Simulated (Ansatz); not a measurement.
```yaml
crystal:
  lattice:
    - [4.70888, 0.00000, 0.00000]
    - [0.00000, 4.70888, 0.00000]
    - [0.00000, 0.00000, 4.70888]
  atoms:
    - { symbol: Zr, position: [0.00000, 0.00000, 0.00000] }
    - { symbol: Zr, position: [0.50000, 0.50000, 0.00000] }
    - { symbol: Zr, position: [0.50000, 0.00000, 0.50000] }
    - { symbol: Zr, position: [0.00000, 0.50000, 0.50000] }
    - { symbol: C, position: [0.50000, 0.00000, 0.00000] }
    - { symbol: C, position: [0.00000, 0.50000, 0.00000] }
    - { symbol: C, position: [0.00000, 0.00000, 0.50000] }
    - { symbol: C, position: [0.50000, 0.50000, 0.50000] }
```

Space group Fm-3m.

Computed with DFT PBE, scalar-relativistic, plane waves, PAW in Ansatz 0.2.0.

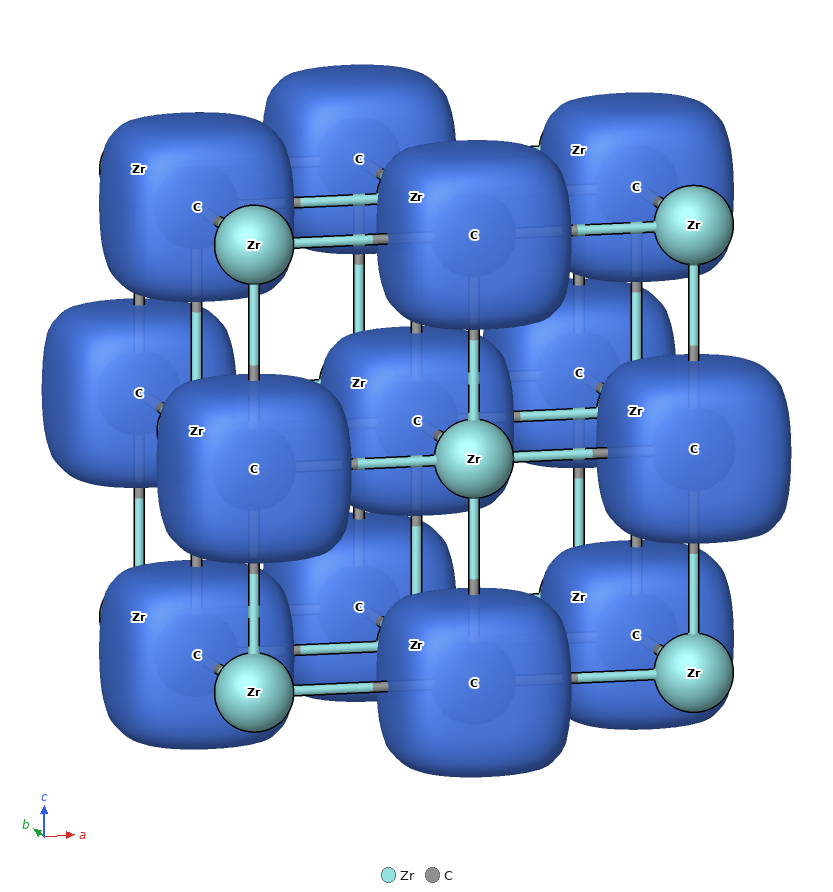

ZrC. Isosurface of the electron localisation function at 0.6 (blue), seen slightly off an axis. Only the valence region is drawn (cores and ρ < 0.01 e/Å³ removed). Sticks mark near contacts.

Core electrons are frozen (PAW), and the valence fields are smoothed inside the atomic spheres.

What do the ELF domains correspond to?

The ELF exceeds this value in four regions wrapped around C (the valence shell of each), counted in one cell of 8 atoms. Regions shared between cells count once.

Values along the shortest contacts:
Zr–C (2.35 Å): the ELF peaks at about 0.80 in the valence shell of C, 0.7 Å from its nucleus, and is about 0.25 at the midpoint; no localised pair shows between them.

Metal or insulator at this level of theory?

It is metallic or semimetallic at this level of theory: no gap opens.
